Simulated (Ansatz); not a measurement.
Pt

Input file:

```
crystal:
  lattice:
    - [-1.58422, 1.58422, 1.58422]
    - [1.58422, -1.58422, 1.58422]
    - [1.58422, 1.58422, -1.58422]
  atoms:
    - { symbol: Pt, position: [0.0, 0.0, 0.0] }
hamiltonian:
  xc: pbesol
  pseudopotentials: { kind: paw }
kpoints:
  mp_grid: { grid: [12, 12, 12] }
scf:
  occupations: { method: fermi_dirac, width: 0.05 }
output:
  forces: true
  stress: true
  eigenvalues: true
  write_density: true
  write_potential: true
  elf: true
  volumetric_format: npy
relax:
  f_tol: 0.01
  max_steps: 40
  cell: { stress_tol: 0.05 }
```

Command:

```sh
ansatz run input.yaml --threads 2 --pin off --max-ram 5632MiB --backend cpu --events-out ev --progress --plain --runs-dir out
```

Below, planes, directions and counts refer to the conventional cell (a = 3.12 Å, b = 3.12 Å, c = 3.12 Å, α = 90.00°, β = 90.00°, γ = 90.00°).

The fields are those of the run's last geometry, not of the input's.

Space group Im-3m; a structure from a database of computed crystals, not necessarily the ambient phase.

Level of theory: Ansatz, Kohn-Sham DFT of a periodic cell, PBEsol, Ansatz PAW.

### What can the converged valence pseudo-density and electron localisation function tell about the bonding?

Pt–Pt (2.70 Å): the density is about 0.42 e/Å³ at the midpoint; the ELF is about 0.30 at the midpoint; no localised pair shows between them.

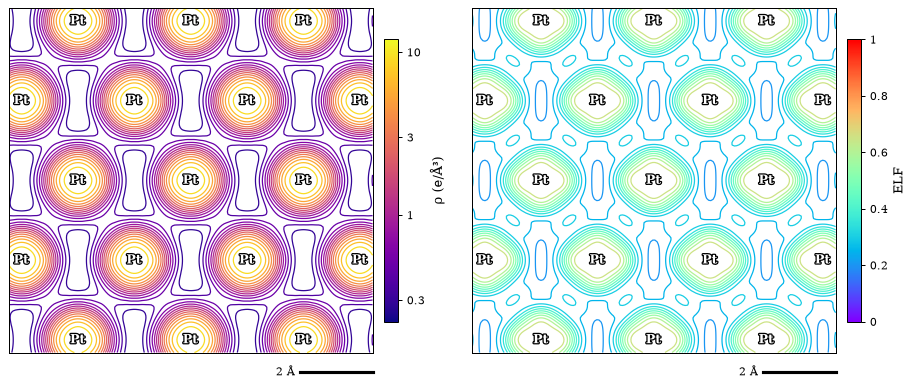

Computed valence pseudo-density and electron localisation function on the (110) plane of the conventional cell, in this order. 
